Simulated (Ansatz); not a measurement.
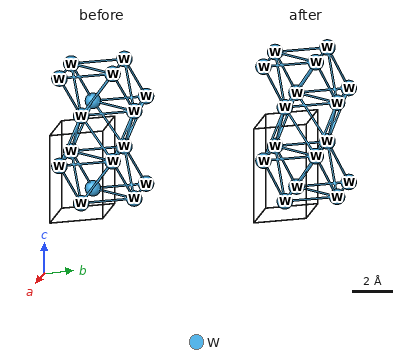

The structure of crystalline W (a generated structure, set up in P6_3/mmc) before (left) and after (right) a relaxation, at one scale.

A ball-and-stick model of the cell of the calculation, repeated 2 × 2 × 2 with one cell outlined, seen slightly off an axis.

Phase: hcp.

Theory: DFT, PBE, plane waves (420 eV) with PAW, scalar-relativistic (Ansatz).

Input
```yaml
crystal:
  lattice:
    - [2.8194054199, 0.0, 0.0]
    - [-1.40970271, 2.4416767172, 0.0]
    - [0.0, 0.0, 4.6040890507]
  atoms:
    - { symbol: W, position: [0.3333333333, 0.6666666667, 0.25] }
    - { symbol: W, position: [0.6666666667, 0.3333333333, 0.75] }
hamiltonian:
  xc: pbe
  pseudopotentials:
    kind: paw
    azcp:
      W: "pseudopotentials/W.paw.azcp"
basis:
  ecutwfc: 420
  fft_grid_basis: typed
kpoints:
  mp_grid: { grid: [13, 13, 7], shift: [0, 0, 0] }
magnetization:
  spin_polarized: false
scf:
  occupations: { method: fermi_dirac, width: 0.1 }
relax:
  max_steps: 60
  f_tol: 0.01
  cell: {}
output:
  write_density: true
  write_potential: true
  elf: true
  volumetric_format: npy
```

Run as
```bash
ansatz run input.yaml --threads 1 --pin off --max-ram 3584MiB --backend cpu --events-out ev --progress --plain --runs-dir out
```

What changed between the two?

After 5 accepted moves (6 points after the start) the energy has fallen by 78.2 meV per atom. All forces vanish by symmetry, so only the cell relaxes. The pressure goes from 10.80 to 0.00 GPa. At 1 point the geometry stayed and the basis and grid were re-selected for the new cell (energy shift of 0.3 meV per atom at most each time). No atom moves by more than 0.005 Å relative to the cell. Cell: a = b 2.819 → 2.777 Å (−1.5 %), c 4.604 → 4.948 Å (+7.5 %). Volume +4.3 %. Near-neighbour distances that change, for instance: W1–W2 2.819 → 2.948 Å, W1–W1 2.819 → 2.777 Å. The space group stays P6_3/mmc (No. 194).
